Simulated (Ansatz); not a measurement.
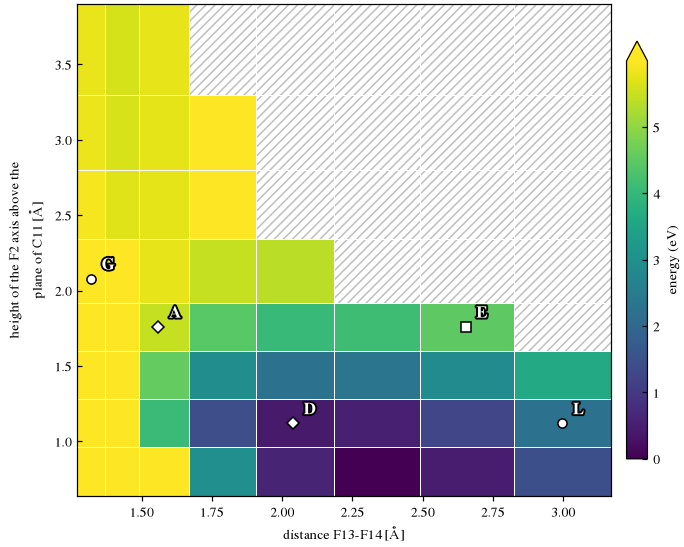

F₂ on a C(101) slab cut from the P6/mmm phase, its upper half relaxed before the scan (12 atoms of substrate and one adsorbate in a 2 × 1 cell). F2 lies flat over one site of a rigid substrate while its bond length and height are varied; it sits over a top site over C11, heights counted from the top plane, its axis along the second surface vector. First axis: distance F13-F14. Second axis: height of the F2 axis above the plane of C11. The scan uses an 8 × 8 grid. At 17 points there is no value (left out: too close to the surface, or the stretched molecule far from it). Points are written as (first, second). Energies: eV, counted from the lowest grid point. Computed with DFT PBE, scalar-relativistic, plane waves, PAW (Ansatz). Settings: cutoff 420 eV, k-mesh 6×3×1, gaussian smearing 0.1 eV, no spin polarisation.

The picture shows one coloured cell a grid point, one colour for all values above the top of the scale, hatched blanks where no value was computed, lettered points.

Question: Is G the lowest point of the computed grid?

Answer: No. G lies 6.5 eV above the lowest grid point, which is at (2.332 Å, 0.80 Å).

Question: Rank the lettered points by energy, lowest first.

Answer: D (0.41 eV), L (2.3 eV), E (4.5 eV), A (5.5 eV), G (6.5 eV).

PAW datasets: the set soft_1.
